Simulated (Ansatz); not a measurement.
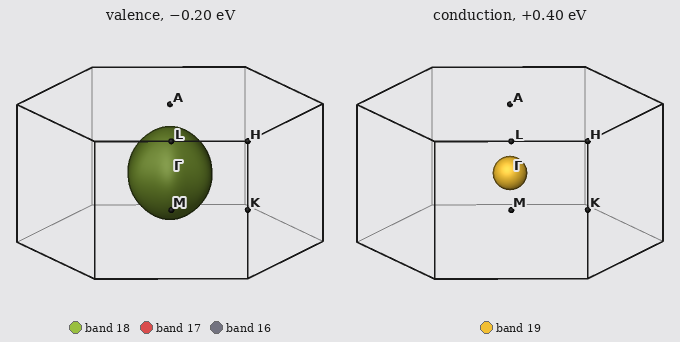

ZnO (space group P6_3mc, No. 186): constant-energy surfaces at both band edges (energies from each edge).

These are results of Ansatz 0.2.0, DFT PBE, scalar-relativistic, plane waves, PAW; levels and slopes on a dense k mesh at the converged density, not measurements. No spin polarisation. Mesh 30×30×16, interpolated with the band slopes. Cell and positions as given, without relaxation (residual pressure 5 GPa).

Masses come from a second pass at points close to the extrema; at the energies drawn a band may no longer be parabolic.

Question: What kind of gap has this crystal, and what size does the calculation give?

Answer: The gap is direct, 0.81 eV at this level of theory (semilocal functionals give gaps that are too small, and can reorder valleys that lie close).

Question: Give the valleys and their effective masses.

Answer: Valence band (extrema up to 0.20 eV from the edge): one maximum at Γ, two bands meeting there, with masses of 0.16 and 2.65 mₑ along x, 0.16 and 2.65 mₑ along y and 2.86 mₑ along z. Band 18 forms the valence edge; band 17 meets it there and band 16 begins 0.07 eV lower (at Γ).
Conduction band (extrema up to 0.40 eV from the edge): one minimum at Γ, mass 0.15 mₑ in all directions. Band 19 forms the conduction edge.

Where one band's surface lies inside another's, the outer one hides all or part of it.

Spin-orbit coupling, left out here, can split bands that meet at an edge and change their masses.

Time for the whole run: 2.9 min on 1 thread of Arm Neoverse N1 (shared host), peak memory 0.65 GiB.
